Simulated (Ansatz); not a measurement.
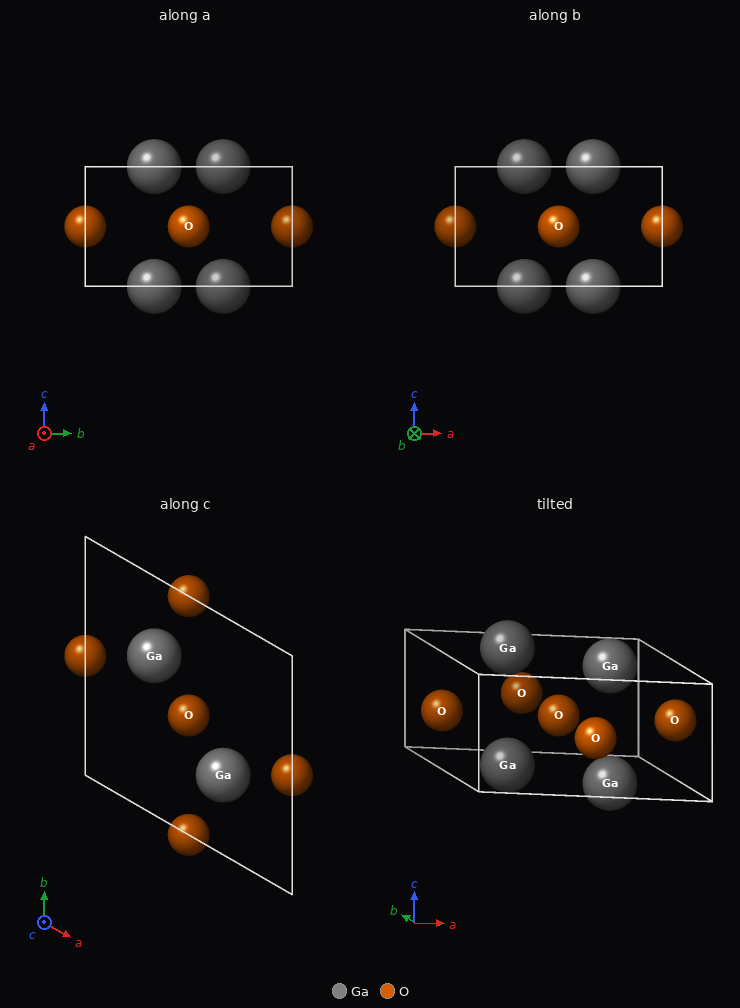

This spheres-only model is shown along the a axis, along the b axis, along the c axis and slightly off an axis. The lines enclose the conventional unit cell; boundary atoms appear with their images.

Lattice parameters: a = 5.292 Å, b = 5.292 Å, c = 2.656 Å, α = 90.00°, β = 90.00°, γ = 120.00°. Put a along x and b in the xy plane.

Record the structure as a POSCAR file.

Answer.
```
Ga O
1.0
     5.292    0.000    0.000
    -2.646    4.583    0.000
     0.000    0.000    2.656
Ga O
2 3
Direct
  0.6667 0.3333 0.0000
  0.3333 0.6667 0.0000
  0.5000 0.5000 0.5000
  0.5000 0.0000 0.5000
  0.0000 0.5000 0.5000
```

Origin of the cell: a structure type filled with these elements by a generator (whether the compound takes this form wasn't checked). What is shown is the relaxed result from DFT PBE, scalar-relativistic, plane waves, PAW in Ansatz 0.2.0.
